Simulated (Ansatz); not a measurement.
## Electronic structure of WS (slab) in real space

```yaml
crystal:
  lattice:
    - [3.18852, 0.00000, 0.00000]
    - [-1.59426, 2.76134, 0.00000]
    - [0.00000, 0.00000, 31.95067]
  atoms:
    - { symbol: W, position: [0.33333, 0.66667, 0.23474] }
    - { symbol: S, position: [0.66667, 0.33333, 0.28390] }
    - { symbol: S, position: [0.66667, 0.33333, 0.71610] }
    - { symbol: W, position: [0.33333, 0.66667, 0.76526] }
```

Not relaxed (largest force 0.7 eV/Å).

Level of theory: DFT PBE, scalar-relativistic, plane waves, PAW in Ansatz.

In a PAW calculation such maps are meaningful between the atoms, not at the nuclei.

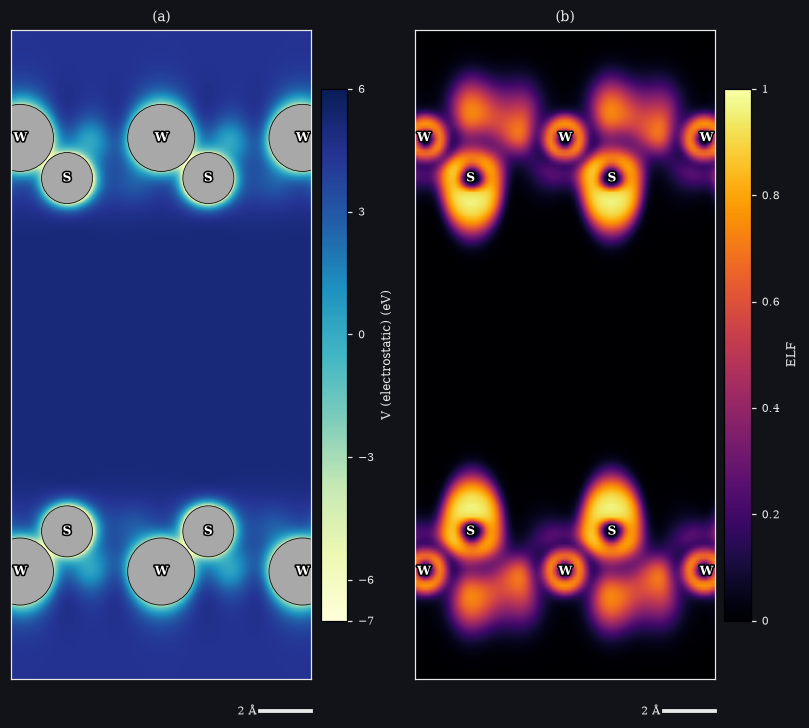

Figure 1. (a) electrostatic potential (local pseudopotential plus Hartree) felt by an electron; (b) ELF on the (110) plane of the calculation cell, a cut from vacuum to vacuum. Grey discs cover the atomic cores in the potential map.

Question: What do the fields say about this system?

Answer:
- Atoms in the plane: W and S.
- W–S (2.42 Å): the ELF peaks at about 0.85 in the valence shell of S, 0.8 Å from its nucleus, and is about 0.50 at the midpoint.
- The features right at W lie inside the PAW spheres, where the map follows smoothed inner orbitals and isn't to be read closely.
- Outside the cores the potential energy rises away from the atoms and is highest in the vacuum; its zero is arbitrary.

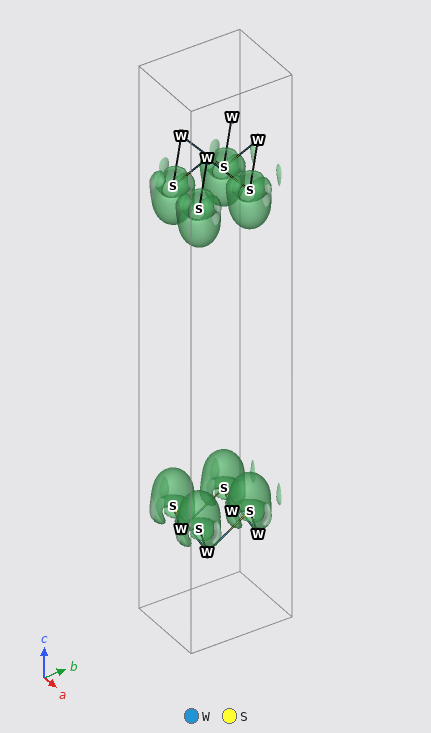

Figure 2. Isosurface of the electron localisation function at 0.8 (green), seen at an oblique angle. Only the valence region is drawn (cores and ρ < 0.01 e/Å³ removed). Sticks mark near contacts.

Question: Describe the localisation domains.

Answer: At this value the surface marks out two regions wrapped around S (the valence shell of each), counted in one cell of 4 atoms. Counts are for one cell; the picture repeats the cell along the surface.

Question: Does the calculation make it a metal, or give it a gap?

Answer: It is gapped, with a Kohn–Sham gap of 0.39 eV on the k-point mesh, an upper bound to the gap of this method.
